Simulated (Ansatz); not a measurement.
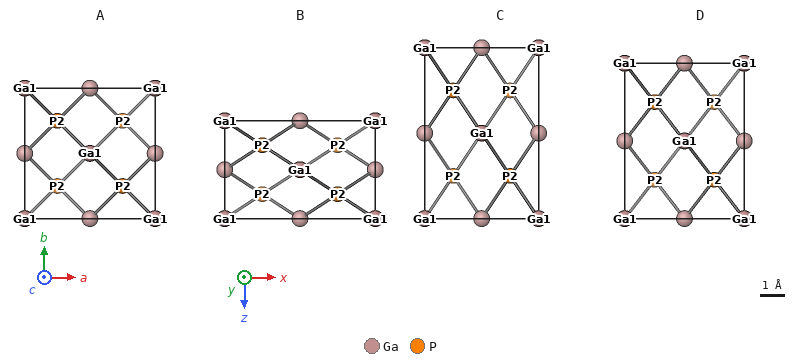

A scan of solid GaP (F-43m): the ratio of the cell's length along z to its lengths across, counted as 1 for the reference, is changed at fixed volume (a tetragonal or Bain path), with the atoms kept at their fractional coordinates. x, y and z are the Cartesian axes of the input. Style: ball-and-stick. Shown: the conventional cell (4 times the calculation's cell), along the c axis. Lengths and directions refer to the drawn axes.

Level of theory: DFT PBE, scalar-relativistic, plane waves, PAW (Ansatz 0.2.0). (plane-wave cutoff 420 eV; k-point mesh 10 × 10 × 10; occupations gaussian; smearing width 0.05 eV; no spin polarisation). Energies (free energies at the smearing named) are counted from the relaxed crystal.

### Rank the frames from lowest to highest energy.

Lowest first: A (the relative ratio 1.00, 0 meV/atom), D (the relative ratio 1.30, 279 meV/atom), B (the relative ratio 0.65, 326 meV/atom), C (the relative ratio 1.50, 624 meV/atom). Over the whole scan: of the computed points the lowest is at the relative ratio 1.00, 0 meV/atom. The end points stand at 326 meV/atom (0.65) and 624 meV/atom (1.50). The distortion takes the space group from F-43m to I-4m2. At the relative ratio 1.50 the cell of the drawing goes a 5.505 → 4.809 Å, b 5.505 → 7.214 Å, c 5.505 → 4.809 Å. The band gap on the mesh, 1.58 eV in the reference, closes at 0.65, 0.707, 0.78, 1.30, 1.414, 1.50.
